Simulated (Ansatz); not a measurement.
# Gallium, alpha-Ga (Cmce) under r²SCAN: how the Methfessel-Paxton smearing moves the result, part 2 of 2

How small must the Methfessel-Paxton smearing width be for energy and pressure to settle? The geometry was relaxed under r²SCAN beforehand and stays fixed; 7 values are run, from 0.01 to 1.0 eV. Wanted are the values from which on the energy stays within 10 and 1 meV/atom, and the pressure within 0.5 GPa, of the narrowest run. Within the series other settings stay, but some runs also write fields, which adds to their time. Spin polarisation is left out.

Ansatz 0.2.0; DFT r²SCAN, plane waves with PAW, scalar-relativistic. Earlier steps stand in the parts before.

## Step 6: Run at 0.3 eV

The run at 0.3 eV.

Input file input.yaml:

```yaml
crystal:
  lattice:
    - [2.23185017, -3.7932285796, 0.0]
    - [2.23185017, 3.7932285796, 0.0]
    - [0.0, 0.0, 4.5346411306]
  atoms:
    - { symbol: Ga, position: [0.8442341977, 0.1557658023, 0.0855794111] }
    - { symbol: Ga, position: [0.6557658023, 0.3442341977, 0.5855794111] }
    - { symbol: Ga, position: [0.1557658023, 0.8442341977, 0.9144205889] }
    - { symbol: Ga, position: [0.3442341977, 0.6557658023, 0.4144205889] }
hamiltonian:
  xc: r2scan
  pseudopotentials:
    kind: paw
    azcp:
      Ga: "pseudopotentials/Ga.paw.azcp"
basis:
  ecutwfc: 500
  fft_grid_basis: typed
kpoints:
  mp_grid: { grid: [8, 8, 7], shift: [0, 0, 0] }
magnetization:
  spin_polarized: false
scf:
  occupations: { method: methfessel_paxton, width: 0.3 }
  lower_state_search: "off"
output:
  stress: true
```

The run is started by

```console
> ansatz run input.yaml --threads 2 --pin off --max-ram 5120MiB --backend cpu --events-out ev --progress --plain --runs-dir out
```

The program printed:

```text
Warning: RAYON_NUM_THREADS=2 ignored (pool sized by the plan → 2); use --threads N
Engine: ansatz 0.2.0, aarch64-unknown-linux-gnu
Pseudopotentials: kind: paw
Pseudopotential: Ga, paw, valence charge 13, recommended cutoff 500 eV (meta_gga), <dir>
Functional definition: r2SCAN
  parameter k0 = 0.174
  parameter k1 = 0.065
  parameter a1 = 4.9479
  exchange = r2scan_x(k0 = k0, k1 = k1, a1 = a1)
  correlation = r2scan_c
Crystal: 4 atoms, lattice volume = 76.780 Å³
Basis set: ecut = 500 eV, 1945 PW (Γ), exchange–correlation on 144×144×144 points (64 copies of the dense FFT grid, shifted against one another)
Bands: 30, of which v1, the nominal top of the filled ones, is band 26 counted from 1 (25 counted from 0)
Symmetry: 8 space group operations
Space group: Cmce (ITA 64), of the structure as read, at distance tolerance 4.3e-5 Å
k-points: 84 of 448
Non-local potential: Ga, projectors of the file, l = 0: 2, l = 1: 2, l = 2: 3, l = 3: 1
PAW form: soft (Blöchl's): semilocal exchange-correlation on the pseudo side does not see the compensation charge
PAW frozen core: Ga, regenerated for the run's functional (the file was generated under x = pbe(κ = 0.804, μ = 0.2195149727645171), c = pbe(β = 0.06672455060314922))
PAW one-centre angular grid: Ga, 590 points (default); XC on 160 Gauss nodes
Initial density: superposition of atomic densities (neutral atoms: chi_scale 0, normalization atom), corrected by the library's trained network
Initial wavefunctions: pseudopotential atomic-orbital guess
Functional: x = r2scan, c = r2scan; τ floored in thin density (d = 2e-4 eV/Å³)
SCF iter   1: F=—  HF=-15161.042077 eV  |F-HF|=—  |Δ(HF+E_count)|=         —  Δρ=1.13e-2  dr2=4.13e-2  dr2_τ=4.96e-3  ethr=1.77e-3  ⟨swp⟩=5.0  Hψ=9121  notcnv=0
preconditioner: auto → Kerker (q_TF=auto, 2.557 Å⁻¹)  [metal: Δε(μ)=0.023 eV  Ē_g=16.010 eV  σ=0.300 eV  W_gap=0.06  n_scr=20 (ndim 8)  ℏωp=30.6 eV  f_vac=0.005  D(μ)=0.82/eV (n_scr^D=2)]
SCF iter   2: F=—  HF=-15161.066038 eV  |F-HF|=—  |Δ(HF+E_count)|=   2.40e-2  S|Δr|=    0.00e0  Δρ=3.16e-3  dr2=5.04e-3  dr2_τ=1.19e-4  ethr=7.94e-5  ⟨swp⟩=2.0  Hψ=5382  notcnv=0
SCF iter   3: F=—  HF=-15161.065356 eV  |F-HF|=—  |Δ(HF+E_count)|=   6.81e-4  S|Δr|=    0.00e0  Δρ=2.65e-3  dr2=3.37e-3  dr2_τ=1.08e-5  ethr=9.70e-6  ⟨swp⟩=2.0  Hψ=4200  notcnv=0
SCF iter   4: F=—  HF=-15161.064955 eV  |F-HF|=—  |Δ(HF+E_count)|=   4.02e-4  S|Δr|=    0.00e0  Δρ=9.32e-4  dr2=5.38e-4  dr2_τ=1.99e-6  ethr=6.49e-6  ⟨swp⟩=2.2  Hψ=3519  notcnv=0
SCF iter   5: F=—  HF=-15161.064942 eV  |F-HF|=—  |Δ(HF+E_count)|=   1.29e-5  S|Δr|=    0.00e0  Δρ=2.60e-4  dr2=4.44e-5  dr2_τ=1.12e-7  ethr=1.03e-6  ⟨swp⟩=2.7  Hψ=4186  notcnv=0
SCF iter   6: F=—  HF=-15161.064942 eV  |F-HF|=—  |Δ(HF+E_count)|=   1.76e-7  S|Δr|=    0.00e0  Δρ=3.14e-5  dr2=9.66e-7  dr2_τ=7.78e-9  ethr=8.54e-8  ⟨swp⟩=2.1  Hψ=3235  notcnv=0
SCF iter   7: F=-15161.064942 eV  HF=-15161.064942 eV  |F-HF|=1.43e-8  |Δ(HF+E_count)|=   2.05e-7  S|Δr|=    0.00e0  Δρ=5.29e-6  dr2=4.04e-8  dr2_τ=1.89e-10  ethr=1.92e-10  ⟨swp⟩=3.0  Hψ=11732  notcnv=0
SCF 1 converged in 7 iterations: F = -15161.064942 eV  dr2 = 4.04e-8
SCF converged after 7 iterations
Stability not checked: this state was not tested for a lower state beside it, because cold or Methfessel-Paxton smearing, or corrected tetrahedra, fill the levels in a way that the test cannot read (fill_not_monotonic; see scf.lower_state_search)
Free energy (F): -15161.064942 eV
Harris-Foulkes:  -15161.064942 eV  (|F-HF|=1.43e-8)
Internal energy: -15161.065186 eV  (E = F + TS)
E sigma→0 (E₀):  -15161.065003 eV
Entropy (-TS):   0.000244 eV (0.061 meV/atom)
Fermi energy:    9.211852 eV
--- Per-component energies (eV) ---
  E_band       = -196.754621
  E_kinetic    = 459.846513
  E_local      = -7550.825498  (includes V_loc(G=0)·N_el)
  E_nonlocal   = 1699.052071
  E_hartree    = 3552.036496
  E_xc         = -250.421828
  E_vxc        = -239.882952  (∫ρ·V_xc dr)
  E_paw        = -8005.236442  (= ΣΔE_a)
  E_vpaw       = -1682.077413  (= ΣTr[D̂ρ^β])
  E_aug_tail   = -0.000185  (compensation charges beyond the density's cutoff)
  E_vtau       = 13.070259  (kinetic-family band-sum trace: ∫τ·v_τ [+ j·A + Jᵃ·Aᵃ] dr)
  E_ewald      = -5062.904033
  E_core_change = -2.612279  (= ΣΔE_core)
  E_smearing   = 0.000244  (= −TS)
  E_closure    = -0.000000  (closes the sum)
  Σ components = -15161.064942   (vs F -15161.064942, Δ=0.00e0)
--- Stress (GPa, compression-positive) ---
       -0.158015       0.000000       0.000000
        0.000000       0.018959       0.000000
        0.000000       0.000000       0.043150
  P = ⅓ Tr σ = -0.0320 GPa (-0.320 kbar)
```

Wall time 14 s (2 threads of Arm Neoverse V1, shared host); peak memory 0.65 GiB.

## Step 7: Run at 0.6 eV

The run at 0.6 eV.

Changes to input.yaml since step 6:

```diff
@@ -24,3 +24,3 @@
 scf:
-  occupations: { method: methfessel_paxton, width: 0.3 }
+  occupations: { method: methfessel_paxton, width: 0.6 }
   lower_state_search: "off"
@@ -28 +28,5 @@
   stress: true
+  write_density: true
+  write_potential: true
+  elf: true
+  volumetric_format: npy
```

The run is started by

```console
> ansatz run input.yaml --threads 2 --pin off --max-ram 5120MiB --backend cpu --events-out ev --progress --plain --runs-dir out
```

The program printed:

```text
Warning: RAYON_NUM_THREADS=2 ignored (pool sized by the plan → 2); use --threads N
band count auto-derived: 33 (N_el = 52.0; filled up to band 26; 32 by the electrons, moments and atoms)
[... 9 set-up lines as earlier in the session ...]
Crystal: 4 atoms, lattice volume = 76.780 Å³
Basis set: ecut = 500 eV, 1945 PW (Γ), exchange–correlation on 144×144×144 points (64 copies of the dense FFT grid, shifted against one another)
Bands: 33, of which v1, the nominal top of the filled ones, is band 26 counted from 1 (25 counted from 0)
[... 2 set-up lines as earlier in the session ...]
k-points: 84 of 448
[... 7 set-up lines as earlier in the session ...]
SCF iter   1: F=—  HF=-15161.037129 eV  |F-HF|=—  |Δ(HF+E_count)|=         —  Δρ=1.14e-2  dr2=4.19e-2  dr2_τ=4.97e-3  ethr=1.77e-3  ⟨swp⟩=5.1  Hψ=10070  notcnv=0
preconditioner: auto → Kerker (q_TF=auto, 2.557 Å⁻¹)  [metal: Δε(μ)=0.057 eV  Ē_g=17.625 eV  σ=0.600 eV  W_gap=0.08  n_scr=20 (ndim 8)  ℏωp=30.6 eV  f_vac=0.005  D(μ)=0.75/eV (n_scr^D=0)]
SCF iter   2: F=—  HF=-15161.061442 eV  |F-HF|=—  |Δ(HF+E_count)|=   2.43e-2  S|Δr|=    0.00e0  Δρ=3.17e-3  dr2=5.10e-3  dr2_τ=1.20e-4  ethr=8.06e-5  ⟨swp⟩=2.0  Hψ=5638  notcnv=0
SCF iter   3: F=—  HF=-15161.060729 eV  |F-HF|=—  |Δ(HF+E_count)|=   7.14e-4  S|Δr|=    0.00e0  Δρ=2.67e-3  dr2=3.41e-3  dr2_τ=1.11e-5  ethr=9.81e-6  ⟨swp⟩=2.0  Hψ=4403  notcnv=0
SCF iter   4: F=—  HF=-15161.060324 eV  |F-HF|=—  |Δ(HF+E_count)|=   4.04e-4  S|Δr|=    0.00e0  Δρ=9.48e-4  dr2=5.54e-4  dr2_τ=1.97e-6  ethr=6.55e-6  ⟨swp⟩=2.1  Hψ=3297  notcnv=0
SCF iter   5: F=—  HF=-15161.060307 eV  |F-HF|=—  |Δ(HF+E_count)|=   1.74e-5  S|Δr|=    0.00e0  Δρ=2.57e-4  dr2=4.33e-5  dr2_τ=1.22e-7  ethr=1.07e-6  ⟨swp⟩=2.6  Hψ=4352  notcnv=0
SCF iter   6: F=—  HF=-15161.060310 eV  |F-HF|=—  |Δ(HF+E_count)|=   3.19e-6  S|Δr|=    0.00e0  Δρ=3.07e-5  dr2=9.71e-7  dr2_τ=8.46e-9  ethr=8.33e-8  ⟨swp⟩=2.2  Hψ=3698  notcnv=0
SCF iter   7: F=-15161.060310 eV  HF=-15161.060310 eV  |F-HF|=1.22e-8  |Δ(HF+E_count)|=   2.19e-7  S|Δr|=    0.00e0  Δρ=5.49e-6  dr2=4.04e-8  dr2_τ=1.45e-10  ethr=1.92e-10  ⟨swp⟩=8.3  Hψ=20730  notcnv=0
SCF 1 converged in 7 iterations: F = -15161.060310 eV  dr2 = 4.04e-8
SCF converged after 7 iterations
Stability not checked: this state was not tested for a lower state beside it, because cold or Methfessel-Paxton smearing, or corrected tetrahedra, fill the levels in a way that the test cannot read (fill_not_monotonic; see scf.lower_state_search)
Free energy (F): -15161.060310 eV
Harris-Foulkes:  -15161.060310 eV  (|F-HF|=1.22e-8)
Internal energy: -15161.086185 eV  (E = F + TS)
E sigma→0 (E₀):  -15161.066779 eV
Entropy (-TS):   0.025875 eV (6.469 meV/atom)
Fermi energy:    9.231295 eV
--- Per-component energies (eV) ---
  E_band       = -196.794343
  E_kinetic    = 459.822982
  E_local      = -7550.834395  (includes V_loc(G=0)·N_el)
  E_nonlocal   = 1699.084526
  E_hartree    = 3552.056168
  E_xc         = -250.406814
  E_vxc        = -239.859456  (∫ρ·V_xc dr)
  E_paw        = -8005.292155  (= ΣΔE_a)
  E_vpaw       = -1682.175410  (= ΣTr[D̂ρ^β])
  E_aug_tail   = -0.000185  (compensation charges beyond the density's cutoff)
  E_vtau       = 13.066045  (kinetic-family band-sum trace: ∫τ·v_τ [+ j·A + Jᵃ·Aᵃ] dr)
  E_ewald      = -5062.904033
  E_core_change = -2.612279  (= ΣΔE_core)
  E_smearing   = 0.025875  (= −TS)
  E_closure    = -0.000000  (closes the sum)
  Σ components = -15161.060310   (vs F -15161.060310, Δ=0.00e0)
--- Stress (GPa, compression-positive) ---
       -0.001729       0.000000       0.000000
        0.000000      -0.038288       0.000000
        0.000000       0.000000      -0.259536
  P = ⅓ Tr σ = -0.0999 GPa (-0.999 kbar)
--- Band table (eV; the first three rows and the last of 84) ---
  k-point 0: bands = ["-6.5014", "-6.4884", "-6.4495", "-6.4384", "-6.4223", "-6.3962", "-6.3220", "-6.2711", "-6.2430", "-6.2162", "-6.2083", "-6.2062", "-6.1880", "-6.1565", "-6.1196", "-6.0728", "-6.0115", "-6.0069", "-5.9695", "-5.8864", "-2.5254", "4.7049", "5.1125", "7.3089", "7.6911", "8.3701", "10.1776", "10.3618", "10.4745", "14.7697", "14.8756", "16.2675", "16.3883"]
  k-point 1: bands = ["-6.4966", "-6.4903", "-6.4486", "-6.4438", "-6.4215", "-6.3887", "-6.3223", "-6.3078", "-6.2374", "-6.2372", "-6.2069", "-6.1809", "-6.1684", "-6.1452", "-6.1404", "-6.0542", "-6.0093", "-6.0069", "-5.9718", "-5.8937", "-2.3668", "3.0468", "6.8130", "7.4695", "7.8333", "8.4762", "10.0693", "10.3727", "10.8577", "13.6573", "14.0151", "15.1288", "16.2461"]
  k-point 2: bands = ["-6.4959", "-6.4642", "-6.4588", "-6.4537", "-6.4179", "-6.3932", "-6.3493", "-6.2882", "-6.2880", "-6.2661", "-6.1849", "-6.1685", "-6.1504", "-6.1494", "-6.1031", "-6.0280", "-6.0069", "-6.0054", "-5.9786", "-5.9165", "-1.8906", "1.3962", "7.9389", "8.2595", "8.4128", "8.7600", "10.1094", "10.2085", "10.9953", "13.0988", "13.2140", "13.4802", "15.0832"]
  k-point 83: bands = ["-6.5295", "-6.5034", "-6.4410", "-6.4305", "-6.4261", "-6.4122", "-6.3800", "-6.3468", "-6.2592", "-6.2126", "-6.1612", "-6.1604", "-6.1141", "-6.1088", "-6.0890", "-6.0779", "-6.0121", "-5.9929", "-5.9621", "-5.9423", "0.6861", "1.6226", "3.3188", "3.9464", "7.2448", "8.0641", "8.4115", "8.7957", "15.2539", "16.0722", "18.0391", "18.1399", "18.1666"]
```

Wall time 19 s (2 threads of Arm Neoverse V1, shared host); peak memory 0.66 GiB.

## Step 8: Run at 1.0 eV

The run at 1.0 eV.

Changes to input.yaml since step 7:

```diff
@@ -24,3 +24,3 @@
 scf:
-  occupations: { method: methfessel_paxton, width: 0.6 }
+  occupations: { method: methfessel_paxton, width: 1.0 }
   lower_state_search: "off"
@@ -28,5 +28 @@
   stress: true
-  write_density: true
-  write_potential: true
-  elf: true
-  volumetric_format: npy
```

The run is started by

```console
> ansatz run input.yaml --threads 2 --pin off --max-ram 5120MiB --backend cpu --events-out ev --progress --plain --runs-dir out
```

The program printed:

```text
Warning: RAYON_NUM_THREADS=2 ignored (pool sized by the plan → 2); use --threads N
band count auto-derived: 34 (N_el = 52.0; filled up to band 26; 30 by the electrons, moments and atoms)
[... 9 set-up lines as earlier in the session ...]
Crystal: 4 atoms, lattice volume = 76.780 Å³
Basis set: ecut = 500 eV, 1945 PW (Γ), exchange–correlation on 144×144×144 points (64 copies of the dense FFT grid, shifted against one another)
Bands: 34, of which v1, the nominal top of the filled ones, is band 26 counted from 1 (25 counted from 0)
[... 2 set-up lines as earlier in the session ...]
k-points: 84 of 448
[... 7 set-up lines as earlier in the session ...]
SCF iter   1: F=—  HF=-15161.003010 eV  |F-HF|=—  |Δ(HF+E_count)|=         —  Δρ=1.13e-2  dr2=4.11e-2  dr2_τ=4.97e-3  ethr=1.77e-3  ⟨swp⟩=5.0  Hψ=10580  notcnv=0
preconditioner: auto → Kerker (q_TF=auto, 2.557 Å⁻¹)  [metal: Δε(μ)=0.057 eV  Ē_g=18.150 eV  σ=1.000 eV  W_gap=0.05  n_scr=20 (ndim 8)  ℏωp=30.6 eV  f_vac=0.005  D(μ)=0.87/eV (n_scr^D=2)]
SCF iter   2: F=—  HF=-15161.026957 eV  |F-HF|=—  |Δ(HF+E_count)|=   2.39e-2  S|Δr|=    0.00e0  Δρ=3.09e-3  dr2=4.59e-3  dr2_τ=1.20e-4  ethr=7.90e-5  ⟨swp⟩=2.0  Hψ=5731  notcnv=0
SCF iter   3: F=—  HF=-15161.026315 eV  |F-HF|=—  |Δ(HF+E_count)|=   6.42e-4  S|Δr|=    0.00e0  Δρ=2.63e-3  dr2=3.18e-3  dr2_τ=1.06e-5  ethr=8.83e-6  ⟨swp⟩=2.0  Hψ=4520  notcnv=0
SCF iter   4: F=—  HF=-15161.025966 eV  |F-HF|=—  |Δ(HF+E_count)|=   3.48e-4  S|Δr|=    0.00e0  Δρ=8.28e-4  dr2=4.43e-4  dr2_τ=1.67e-6  ethr=6.11e-6  ⟨swp⟩=2.2  Hψ=3487  notcnv=0
SCF iter   5: F=—  HF=-15161.025959 eV  |F-HF|=—  |Δ(HF+E_count)|=   6.78e-6  S|Δr|=    0.00e0  Δρ=2.18e-4  dr2=3.52e-5  dr2_τ=1.06e-7  ethr=8.53e-7  ⟨swp⟩=3.0  Hψ=5054  notcnv=0
SCF iter   6: F=—  HF=-15161.025955 eV  |F-HF|=—  |Δ(HF+E_count)|=   4.26e-6  S|Δr|=    0.00e0  Δρ=2.61e-5  dr2=8.22e-7  dr2_τ=1.30e-8  ethr=6.77e-8  ⟨swp⟩=2.0  Hψ=3357  notcnv=0
SCF iter   7: F=-15161.025955 eV  HF=-15161.025955 eV  |F-HF|=1.56e-8  |Δ(HF+E_count)|=   1.69e-7  S|Δr|=    0.00e0  Δρ=6.07e-6  dr2=5.12e-8  dr2_τ=2.05e-10  ethr=1.92e-10  ⟨swp⟩=4.8  Hψ=10855  notcnv=0
SCF 1 converged in 7 iterations: F = -15161.025955 eV  dr2 = 5.12e-8
SCF converged after 7 iterations
Stability not checked: this state was not tested for a lower state beside it, because cold or Methfessel-Paxton smearing, or corrected tetrahedra, fill the levels in a way that the test cannot read (fill_not_monotonic; see scf.lower_state_search)
Free energy (F): -15161.025955 eV
Harris-Foulkes:  -15161.025955 eV  (|F-HF|=1.56e-8)
Internal energy: -15161.144214 eV  (E = F + TS)
E sigma→0 (E₀):  -15161.055520 eV
Entropy (-TS):   0.118259 eV (29.565 meV/atom)
Fermi energy:    9.238017 eV
--- Per-component energies (eV) ---
  E_band       = -196.793791
  E_kinetic    = 459.781899
  E_local      = -7550.854490  (includes V_loc(G=0)·N_el)
  E_nonlocal   = 1699.029908
  E_hartree    = 3552.066768
  E_xc         = -250.430454
  E_vxc        = -239.891916  (∫ρ·V_xc dr)
  E_paw        = -8005.221348  (= ΣΔE_a)
  E_vpaw       = -1682.050619  (= ΣTr[D̂ρ^β])
  E_aug_tail   = -0.000185  (compensation charges beyond the density's cutoff)
  E_vtau       = 13.068467  (kinetic-family band-sum trace: ∫τ·v_τ [+ j·A + Jᵃ·Aᵃ] dr)
  E_ewald      = -5062.904033
  E_core_change = -2.612279  (= ΣΔE_core)
  E_smearing   = 0.118259  (= −TS)
  E_closure    = -0.000000  (closes the sum)
  Σ components = -15161.025955   (vs F -15161.025955, Δ=0.00e0)
--- Stress (GPa, compression-positive) ---
        0.396343       0.000000       0.000000
        0.000000      -0.346255       0.000000
        0.000000       0.000000      -0.517211
  P = ⅓ Tr σ = -0.1557 GPa (-1.557 kbar)
```

Run time: 14 s. Hardware: 2 threads of Arm Neoverse V1, shared host; peak memory 0.67 GiB.

## Step 9: All values side by side

Energies count from the run at 0.01 eV.

| smearing (eV) | F (meV/atom) | E(σ → 0) (meV/atom) | P (GPa) | SCF cycles | CPU time |
| --- | --- | --- | --- | --- | --- |
| 0.01 | 0.00 | 0.00 | 0.01 | 7 | 27 s |
| 0.03 | 0.00 | 0.00 | 0.01 | 7 | 26 s |
| 0.1 | -0.13 | -0.07 | -0.01 | 7 | 27 s |
| 0.2 | -0.37 | -0.30 | -0.02 | 7 | 37 s |
| 0.3 | -0.41 | -0.42 | -0.03 | 7 | 27 s |
| 0.6 | 0.75 | -0.87 | -0.10 | 7 | 37 s |
| 1.0 | 9.34 | 1.95 | -0.16 | 7 | 28 s |

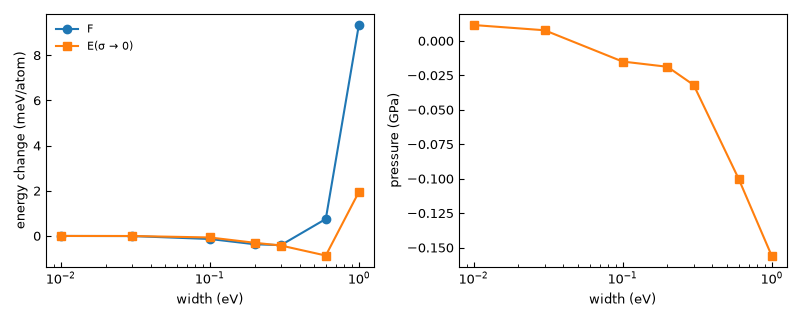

Energy and pressure against the Methfessel-Paxton smearing width.

## Step 10: What came out

This closing draws on all 2 parts.

| quantity | value |
| --- | --- |
| E(σ → 0) stays within 10 meV/atom of 0.01 eV | up to 1.0 eV |
| E(σ → 0) stays within 1 meV/atom | up to 0.6 eV |
| pressure stays within 0.5 GPa | up to 1.0 eV |
| pressure at 0.01 eV | 0.01 GPa |
| energy of a separate run on a finer mesh (11×11×9) | -1.9 meV/atom from 0.01 eV |

**Reading.** The far end, 1.0 eV, lies +1.9 meV/atom and -0.2 GPa from the yardstick. Over the range F shifts by +9.3 meV/atom, while E(σ → 0) shifts by +1.9. This scheme cancels the term in the square of the width, so F moves little up to 0.2 eV. The mesh (8×8×7) is fixed, so the narrowest widths carry a k-point error of their own. The yardstick itself is unsettled by 1.9 meV/atom against the finer mesh, so the thresholds above hold only within this series, and wider smearing, which averages over more states, can land nearer the fine-mesh value than the narrowest does.
